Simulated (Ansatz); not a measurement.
Consider C.

Input file:

```
crystal:
  lattice:
    - [1.2675130177, -2.194294299, 0.0]
    - [1.2675130177, 2.194294299, 0.0]
    - [0.0, 0.0, 6.4313560066]
  atoms:
    - { symbol: C, position: [0.0833101797, 0.9166898203, 0.75] }
    - { symbol: C, position: [0.5833101797, 0.4166898203, 0.25] }
    - { symbol: C, position: [0.9166898203, 0.0833101797, 0.25] }
    - { symbol: C, position: [0.4166898203, 0.5833101797, 0.75] }
basis:
  ecutwfc: 420
kpoints:
  mp_grid: { grid: [24, 24, 8] }
hamiltonian:
  xc: pbe
  dispersion: d3bj
scf:
  occupations: { method: gaussian, width: 0.15 }
output:
  forces: true
  stress: true
  eigenvalues: true
  write_density: true
  write_potential: true
  elf: true
  volumetric_format: npy
```

Command:

```sh
ansatz run input.yaml --threads 1 --pin off --max-ram 2560MiB --backend cpu --events-out ev --progress --plain --runs-dir out
```

Below, planes, directions and counts refer to the conventional cell (a = 2.54 Å, b = 4.39 Å, c = 6.43 Å, α = 90.00°, β = 90.00°, γ = 90.00°).

Space group Fmmm; a structure from a database of computed crystals, not necessarily the ambient phase; computed pressure about −21 GPa in this cell.

The calculation used Ansatz, DFT PBE+D3(BJ), scalar-relativistic, plane waves, PAW.

What can the converged valence pseudo-density and electron localisation function tell about the bonding?

Answer. C–C (1.46 Å): ρ at the midpoint is about 1.9 e/Å³; the ELF peaks at about 0.95 between the atoms.

Does the calculation make it a metal, or give it a gap?

Answer. It is metallic or semimetallic at this level of theory: no gap opens.

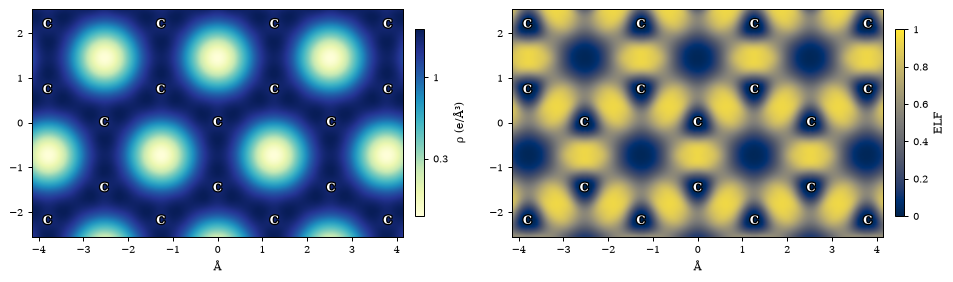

Computed valence pseudo-density and electron localisation function on the (001) plane of the conventional cell, in this order. 

The density is the valence pseudo-density of a PAW calculation; it isn't the true density close to the nuclei.
